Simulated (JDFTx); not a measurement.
# PtSe$_{2}$: band-structure run

The run: band-structure run of PtSe$_{2}$ (P-3m1, 3 atoms in the cell). Method and program: Kohn-Sham DFT of a periodic cell, PBEsol, PseudoDojo-SR-PBEsol-0.4.1-standard, no spin polarisation (JDFTx 1.7.0 (patched build)).

The structure derives from an entry of the Crystallography Open Database.

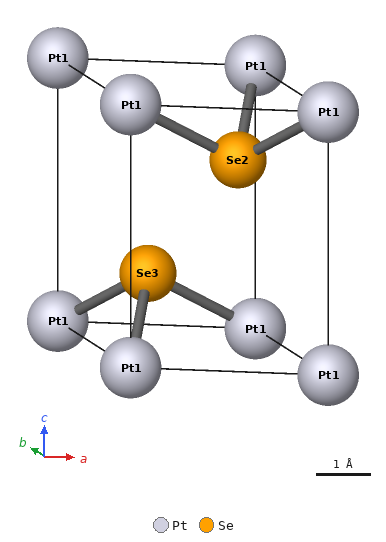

**Figure 1.** The structure as given in the input (ball-and-stick view of the cell of the calculation, seen slightly off an axis; atoms are numbered from 1 in the order of the input). An atom can appear more than once, as a periodic image.

**The input**
```
lattice \
    3.7240000000    -1.8620000000     0.0000000000 \
    0.0000000000     3.2250786037     0.0000000000 \
    0.0000000000     0.0000000000     5.0620000000
latt-scale 1.889726124626 1.889726124626 1.889726124626
coords-type Lattice
ion Pt     0.0000000000     0.0000000000     0.0000000000 1
ion Se     0.6666666667     0.3333333333     0.7500000000 1
ion Se     0.3333333333     0.6666666667     0.2500000000 1

ion-species pseudo/Pt.upf
ion-species pseudo/Se.upf
elec-cutoff 43 344
elec-ex-corr gga-PBEsol
elec-smearing Fermi 0.0018374661
elec-n-bands 33
electronic-minimize nIterations 30 energyDiffThreshold 1e-06
davidson-band-ratio 1.3
forces-output-coords Cartesian
include path.kpoints
symmetries none
fix-electron-density run.$VAR

dump-name bands.$VAR
dump End Ecomponents EigStats BandEigs Kpoints Forces
```

**File path.kpoints**
```
kpoint +0.0000000000 +0.0000000000 +0.0000000000 0.020000000000
kpoint +0.0833333333 +0.0000000000 +0.0000000000 0.020000000000
kpoint +0.1666666667 +0.0000000000 +0.0000000000 0.020000000000
kpoint +0.2500000000 +0.0000000000 +0.0000000000 0.020000000000
kpoint +0.3333333333 +0.0000000000 +0.0000000000 0.020000000000
kpoint +0.4166666667 +0.0000000000 +0.0000000000 0.020000000000
kpoint +0.5000000000 +0.0000000000 +0.0000000000 0.020000000000
kpoint +0.4444444444 +0.1111111111 +0.0000000000 0.020000000000
kpoint +0.3888888889 +0.2222222222 +0.0000000000 0.020000000000
kpoint +0.3333333333 +0.3333333333 +0.0000000000 0.020000000000
kpoint +0.2857142857 +0.2857142857 +0.0000000000 0.020000000000
kpoint +0.2380952381 +0.2380952381 +0.0000000000 0.020000000000
kpoint +0.1904761905 +0.1904761905 +0.0000000000 0.020000000000
kpoint +0.1428571429 +0.1428571429 +0.0000000000 0.020000000000
kpoint +0.0952380952 +0.0952380952 +0.0000000000 0.020000000000
kpoint +0.0476190476 +0.0476190476 +0.0000000000 0.020000000000
kpoint +0.0000000000 +0.0000000000 +0.0000000000 0.020000000000
kpoint +0.0000000000 +0.0000000000 +0.1250000000 0.020000000000
kpoint +0.0000000000 +0.0000000000 +0.2500000000 0.020000000000
kpoint +0.0000000000 +0.0000000000 +0.3750000000 0.020000000000
kpoint +0.0000000000 +0.0000000000 +0.5000000000 0.020000000000
kpoint +0.0833333333 +0.0000000000 +0.5000000000 0.020000000000
kpoint +0.1666666667 +0.0000000000 +0.5000000000 0.020000000000
kpoint +0.2500000000 +0.0000000000 +0.5000000000 0.020000000000
kpoint +0.3333333333 +0.0000000000 +0.5000000000 0.020000000000
kpoint +0.4166666667 +0.0000000000 +0.5000000000 0.020000000000
kpoint +0.5000000000 +0.0000000000 +0.5000000000 0.020000000000
kpoint +0.4583333333 +0.0833333333 +0.5000000000 0.020000000000
kpoint +0.4166666667 +0.1666666667 +0.5000000000 0.020000000000
kpoint +0.3750000000 +0.2500000000 +0.5000000000 0.020000000000
kpoint +0.3333333333 +0.3333333333 +0.5000000000 0.020000000000
kpoint +0.2962962963 +0.2962962963 +0.5000000000 0.020000000000
kpoint +0.2592592593 +0.2592592593 +0.5000000000 0.020000000000
kpoint +0.2222222222 +0.2222222222 +0.5000000000 0.020000000000
kpoint +0.1851851852 +0.1851851852 +0.5000000000 0.020000000000
kpoint +0.1481481481 +0.1481481481 +0.5000000000 0.020000000000
kpoint +0.1111111111 +0.1111111111 +0.5000000000 0.020000000000
kpoint +0.0740740741 +0.0740740741 +0.5000000000 0.020000000000
kpoint +0.0370370370 +0.0370370370 +0.5000000000 0.020000000000
kpoint +0.0000000000 +0.0000000000 +0.5000000000 0.020000000000
kpoint +0.5000000000 +0.0000000000 +0.5000000000 0.020000000000
kpoint +0.5000000000 +0.0000000000 +0.3750000000 0.020000000000
kpoint +0.5000000000 +0.0000000000 +0.2500000000 0.020000000000
kpoint +0.5000000000 +0.0000000000 +0.1250000000 0.020000000000
kpoint +0.5000000000 +0.0000000000 +0.0000000000 0.020000000000
kpoint +0.3333333333 +0.3333333333 +0.0000000000 0.020000000000
kpoint +0.3333333333 +0.3333333333 +0.1250000000 0.020000000000
kpoint +0.3333333333 +0.3333333333 +0.2500000000 0.020000000000
kpoint +0.3333333333 +0.3333333333 +0.3750000000 0.020000000000
kpoint +0.3333333333 +0.3333333333 +0.5000000000 0.020000000000
```

Run as:
```bash
jdftx -c 1 -i bands.in -o bands.out
```

**The program's output**
```
*************** JDFTx 1.7.0 (patched build) ***************

Input parsed successfully to the following command list (including defaults):
[... the input with its defaults ...]

---------- Initializing the Grid ----------
R =
[      7.03734     -3.51867            0  ]
[            0      6.09452            0  ]
[            0            0      9.56579  ]
unit cell volume = 410.269
G =
[   0.892835   0.515479         -0  ]
[          0    1.03096          0  ]
[          0         -0   0.656839  ]
Minimum fftbox size, Smin = [  60  60  80  ]
Chosen fftbox size, S = [  60  60  80  ]

---------- Initializing tighter grid for wavefunction operations ----------
R =
[      7.03734     -3.51867            0  ]
[            0      6.09452            0  ]
[            0            0      9.56579  ]
unit cell volume = 410.269
G =
[   0.892835   0.515479         -0  ]
[          0    1.03096          0  ]
[          0         -0   0.656839  ]
Minimum fftbox size, Smin = [  44  44  60  ]
Chosen fftbox size, S = [  48  48  60  ]

---------- Exchange Correlation functional ----------
Initalized PBEsol GGA exchange.
Initalized PBEsol GGA correlation.

---------- Setting up pseudopotentials ----------
Width of ionic core gaussian charges (only for fluid interactions / plotting) set to 0

Reading pseudopotential file 'pseudo/Pt.upf':
  'Pt' pseudopotential, 'PBESOL' functional
  Generated using ONCVPSP code by D. R. Hamann
  18 valence electrons, 4 orbitals, 8 projectors, 1001 radial grid points, with lMax = 3
    5S    l: 0   occupation:  2.0   eigenvalue: -3.744084
    5P    l: 1   occupation:  6.0   eigenvalue: -2.059473
    5D    l: 2   occupation:  9.0   eigenvalue: -0.226650
    6S    l: 0   occupation:  1.0   eigenvalue: -0.209389
  Core radius for overlap checks: 1.88 bohrs.

Reading pseudopotential file 'pseudo/Se.upf':
  'Se' pseudopotential, 'PBESOL' functional
  Generated using ONCVPSP code by D. R. Hamann
  16 valence electrons, 3 orbitals, 6 projectors, 1001 radial grid points, with lMax = 2
    3D    l: 2   occupation: 10.0   eigenvalue: -1.952113
    4S    l: 0   occupation:  2.0   eigenvalue: -0.635470
    4P    l: 1   occupation:  4.0   eigenvalue: -0.239251
  Core radius for overlap checks: 1.83 bohrs.

Initialized 2 species with 3 total atoms.

Folded 50 k-points by 1x1x1 to 50 k-points.

---------- Setting up k-points, bands, fillings ----------
No reducable k-points.
Computing the number of bands and number of electrons
Calculating initial fillings.
nElectrons:  50.000000   nBands: 33   nStates: 50

----- Setting up reduced wavefunction bases (one per k-point) -----
average nbasis = 5522.600 , ideal nbasis = 5525.421

---------- Setting up ewald sum ----------
Optimum gaussian width for ewald sums = 2.468384 bohr.
Real space sum over 1089 unit cells with max indices [  5  5  4  ]
Reciprocal space sum over 2535 terms with max indices [  6  6  7  ]

---------- Allocating electronic variables ----------
Reading n from file 'run.n' ... done
Initializing wave functions:  linear combination of atomic orbitals
Note: number of bands (33) exceeds available atomic orbitals (28)

----------- Band structure minimization -------------
Minimization will be done independently for each quantum number.

---- Minimization of quantum number:     0  [ +0.0000000 +0.0000000 +0.0000000 ]  0.040000000 ----
BandDavidson: Iter:   0  Eband: -0.394044315428174
BandDavidson: Iter:   1  Eband: -0.441545385467054  dEband: -4.750107e-02
BandDavidson: Iter:   2  Eband: -0.450576947081337  dEband: -9.031562e-03
BandDavidson: Iter:   3  Eband: -0.452752154731730  dEband: -2.175208e-03
[... 741 lines of inner loops ...]
BandDavidson: Iter:   9  Eband: -0.459367750802885  dEband: -2.295121e-06
BandDavidson: Iter:  10  Eband: -0.459368740701110  dEband: -9.898982e-07
BandDavidson: Converged (dEband<1.000000e-06)
	FillingsUpdate:  mu: +0.503700043  nElectrons: 50.000000
WARNING: these k-points are no uniform mesh, so that mu and the fillings of partly filled bands are only those of these points: take mu from the calculation that made the density or potential.

Dumping 'bands.eigStats' ...
	eMin: -3.161246 at state 0 ( [ +0.000000 +0.000000 +0.000000 ] spin 0 )
	HOMO: +0.503637 at state 10 ( [ +0.285714 +0.285714 +0.000000 ] spin 0 )
	mu  : +0.503700
	LUMO: +0.508151 at state 8 ( [ +0.388889 +0.222222 +0.000000 ] spin 0 )
	eMax: +0.954818 at state 16 ( [ +0.000000 +0.000000 +0.000000 ] spin 0 )
	HOMO-LUMO gap: +0.004514
	Optical gap  : +0.011068 at state 10 ( [ +0.285714 +0.285714 +0.000000 ] spin 0 )
Done!
```

**Results in brief**

```tsv
quantity	value
outcome	converged
space group (tolerance 0.01 Å)	P-3m1 (164)
electrons treated	50
gap on the band path	0.00 eV
hardware	1 thread of Intel Xeon (Sapphire Rapids), 32 GiB of memory available, shared host
wall time	78 s
peak memory	0.23 GiB
```

Points of doubt noted for this run: coarse mesh. Spin–orbit coupling is left out, which matters for Pt.
